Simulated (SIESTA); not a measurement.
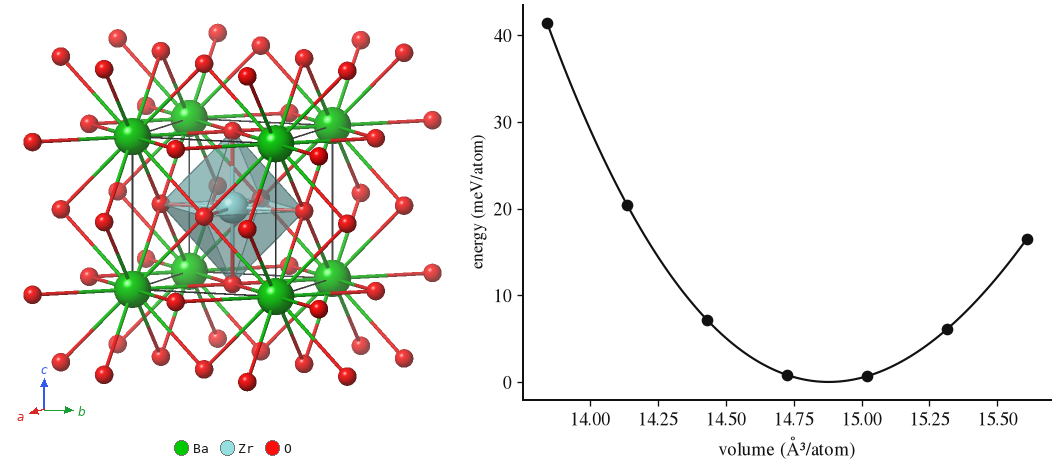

The plot gives the computed energy against volume for BaZrO₃, space group Pm-3m (No. 221). The conventional cell is drawn beside the plot.

Cell as given: a = 4.191 Å, b = 4.191 Å, c = 4.191 Å, α = 90.00°, β = 90.00°, γ = 90.00°; 5 atoms.

Method: DFT in numerical atomic orbitals with pseudopotentials, no spin polarisation; energies at scaled volumes of the given cell, shape and fractions fixed, counted from the fit's minimum, third-order Birch-Murnaghan fit (SIESTA 5.4.2). Level: PBEsol.

- k mesh: 4×4×4
- occupations: Fermi–Dirac
- smearing width: 0.05 eV
- potentials: PseudoDojo 0.4 standard, converted to PSML, two zetas on semicore shells
- program settings: basis DZP, mesh cutoff 800 Ry

What equilibrium volume and bulk modulus follow from the curve?

A third-order Birch–Murnaghan fit gives V0 = 14.88 Å³/atom, B0 = 161 GPa and B′ = 4.5.

Keep in mind: mulliken charges of long orbitals.

The computed values:

```tsv
volume (Å³/atom)	energy (meV/atom)
13.84	41.45
14.14	20.45
14.43	7.17
14.73	0.80
15.02	0.65
15.32	6.13
15.61	16.54
```
